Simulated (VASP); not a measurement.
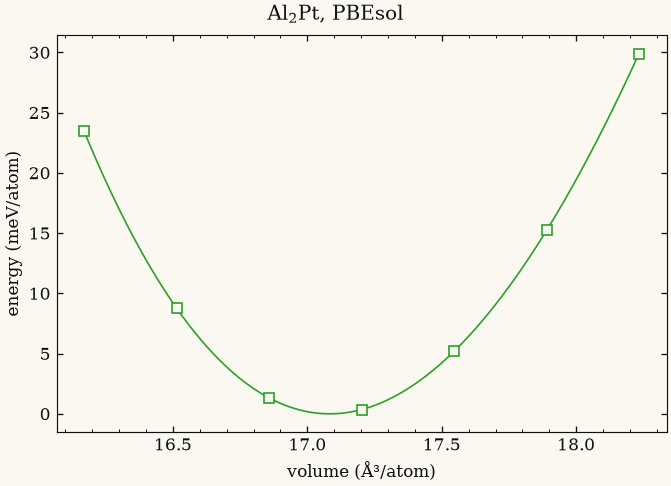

The picture above shows the energy against volume for Al₂Pt, space group Fm-3m (No. 225).

Structure:
```
CELL_PARAMETERS angstrom
0.00000 2.95500 2.95500
2.95500 0.00000 2.95500
2.95500 2.95500 0.00000
ATOMIC_POSITIONS crystal
Pt 0.00000 0.00000 0.00000
Al 0.75000 0.75000 0.75000
Al 0.25000 0.25000 0.25000
```

Method: plane-wave DFT, no spin polarisation; energies at scaled volumes of the given cell, shape and fractions fixed, counted from the fit's minimum, third-order Birch-Murnaghan fit (VASP 6.6.1). Level: PBEsol.

- k mesh: 8×8×8
- occupations: Fermi–Dirac
- smearing width: 0.05 eV
- potentials: VASP PAW PBE potentials, recommended
- wave cutoff: 520 eV

This calculation gives: equilibrium volume 17.08 Å³/atom and bulk modulus 139 GPa.

Now Pt is replaced by Au on all its sites, which gives Al₂Au in the same structure. How do these quantities change?

The equilibrium volume rises from 17.08 to 17.99 Å³/atom (+5.3 %) and the bulk modulus falls from 139 to 114 GPa (−18 %).

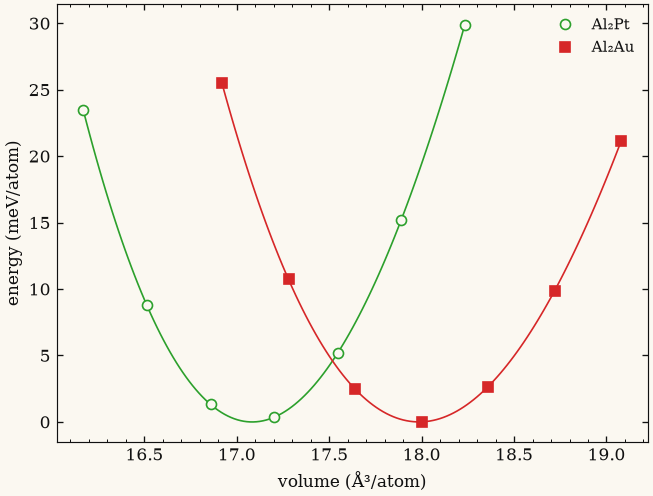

The two results together.

For both, limits of the calculation: spin-orbit coupling left out, heavy elements.

V0 and the bulk modulus come from third-order Birch–Murnaghan fits.
